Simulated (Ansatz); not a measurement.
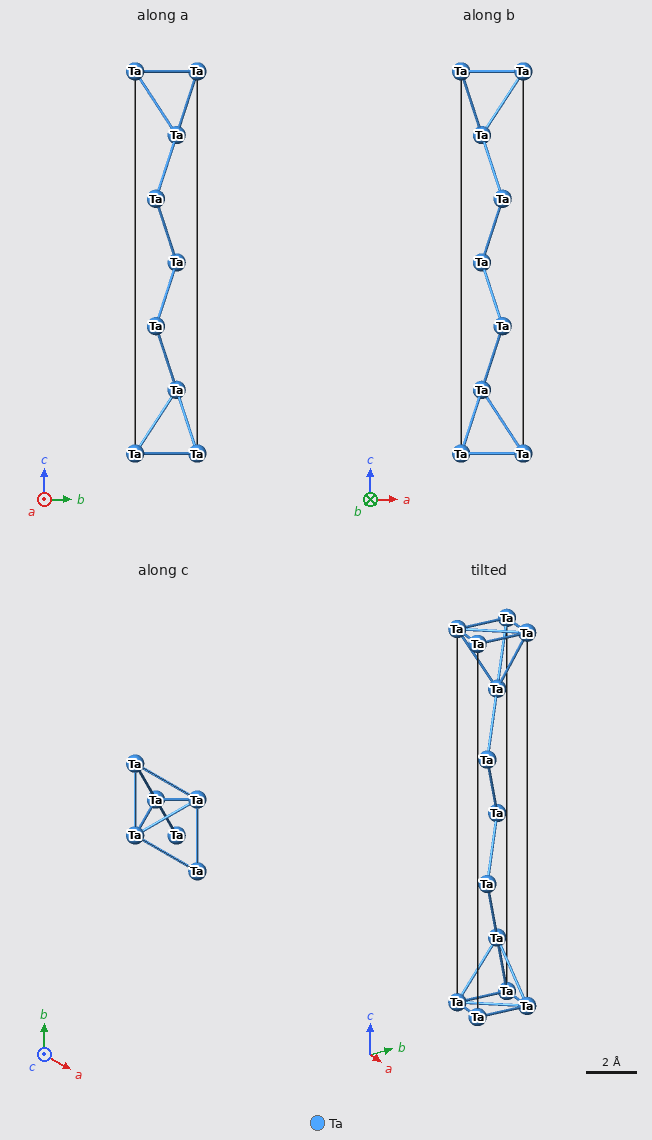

View along the a axis, along the b axis, along the c axis and slightly off an axis, drawn as a ball-and-stick model. Thin lines show the conventional unit cell, with boundary atoms drawn in all their periodic places.

Lattice parameters: a = 2.887 Å, b = 2.887 Å, c = 15.362 Å, α = 90.00°, β = 90.00°, γ = 120.00°.

Question: Record the structure as a table of Wyckoff sites.

Answer: Space group P-6m2 (No. 187).
```csv
atom,site,x,y,z
Ta,1a,0.0000,0.0000,0.0000
Ta,2h,0.3333,0.6667,0.1667
Ta,2i,0.6667,0.3333,0.3333
Ta,1d,0.3333,0.6667,0.5000
```

The starting point was a structure type filled with this element by a generator (whether the element takes this form wasn't checked). Earlier steps of the study may have refined or changed the cell and positions. It was set up as input for a calculation with Ansatz.
